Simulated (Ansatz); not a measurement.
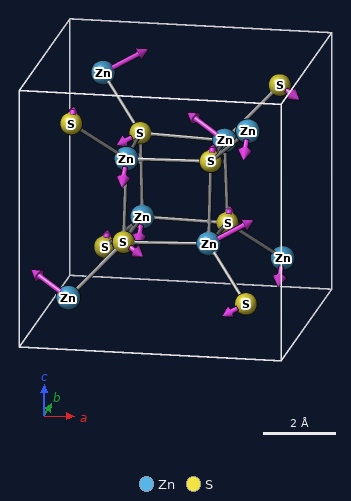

The lowest optical mode of solid ZnS (a generated structure), space group I-43m (No. 217), at the zone centre. The pink arrows give the relative displacements of the atoms. The picture is a ball-and-stick view of the conventional cell (2 times the calculation's cell), seen slightly off an axis. Lengths and directions refer to the drawn axes.

Theory: Ansatz 0.2.0, DFT PBE, scalar-relativistic, plane waves, PAW.

The input:
```yaml
crystal:
  lattice:
    - [-3.7152225855, 3.7152225855, 3.7152225855]
    - [3.7152225855, -3.7152225855, 3.7152225855]
    - [3.7152225855, 3.7152225855, -3.7152225855]
  atoms:
    - { symbol: Zn, position: [0.3142343687, 0.3142343687, 0.3142343687] }
    - { symbol: Zn, position: [0.0, 0.0, 0.6857656313] }
    - { symbol: Zn, position: [0.0, 0.6857656313, 0.0] }
    - { symbol: Zn, position: [0.6857656313, 0.0, 0.0] }
    - { symbol: S, position: [0.6670882828, 0.6670882828, 0.6670882828] }
    - { symbol: S, position: [0.0, 0.0, 0.3329117172] }
    - { symbol: S, position: [0.0, 0.3329117172, 0.0] }
    - { symbol: S, position: [0.3329117172, 0.0, 0.0] }
basis:
  ecutwfc: 420
kpoints:
  mp_grid: { grid: [6, 6, 6] }
hamiltonian:
  xc: pbe
scf:
  occupations: { method: fixed }
output:
  eigenvalues: true
phonons:
  method: dfpt
  dielectric: true
  rigid_motions: translations
  eigenvectors: true
```

Launched with:
```bash
ansatz run input.yaml --threads 1 --pin off --max-ram 2560MiB --backend cpu --events-out ev --progress --plain --runs-dir out
```

Frequencies are those without the non-analytic (LO–TO) term.

Question: Is this crystal at a minimum with respect to the drawn distortion?

Answer: Yes: this softest mode has a real frequency, and so have all others here. That speaks for this wave vector alone: the rest of the zone wasn't checked in this run. This is the T₁ mode (triply degenerate; one member of the set is drawn) at 2.12 THz, the lowest optical level, silent by symmetry (neither infrared- nor Raman-active). Atoms of one kind move against one another, with no net shift of any sublattice; it mainly bends the S–Zn bonds; the kinetic energy is shared as Zn 91 %, S 9 %.
